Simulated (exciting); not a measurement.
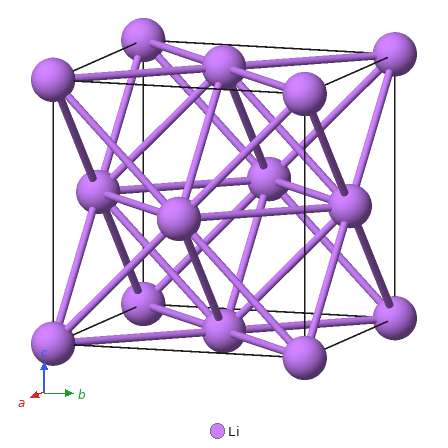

System: Li, space group Fm-3m (No. 225). The picture shows the conventional cell.

The given structure:
```
CELL_PARAMETERS angstrom
0.00000 2.20200 2.20200
2.20200 0.00000 2.20200
2.20200 2.20200 0.00000
ATOMIC_POSITIONS crystal
Li 0.00000 0.00000 0.00000
```

How it was computed, with exciting sodium: all-electron LAPW DFT, collinear spins; energies at scaled volumes of the given cell, shape and fractions fixed, counted from the fit's minimum, third-order Birch-Murnaghan fit. Level: AM05, collinear spin.

k mesh 6×6×6; occupations Methfessel–Paxton; smearing width 0.0272 eV; potentials all electron LAPW+lo, shipped species files with second energy derivatives; program settings basis second, rgkmax 7.

Describe the result: the energy against volume. The volume takes the values 20.07, 20.50, 20.93, 21.35, 21.78, 22.21, 22.64 Å³/atom.

A third-order Birch–Murnaghan fit gives V0 = 20.94 Å³/atom, B0 = 12.9 GPa. The energy is 1.52 meV/atom at volume 20.07 Å³/atom and 4.99 meV/atom at 22.64 Å³/atom; the lowest computed point is at volume 20.93 Å³/atom (0.01 meV/atom).

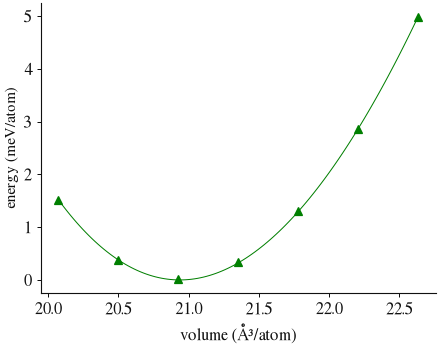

Note: coarse k mesh; forces left out, unreliable with spin in this program.
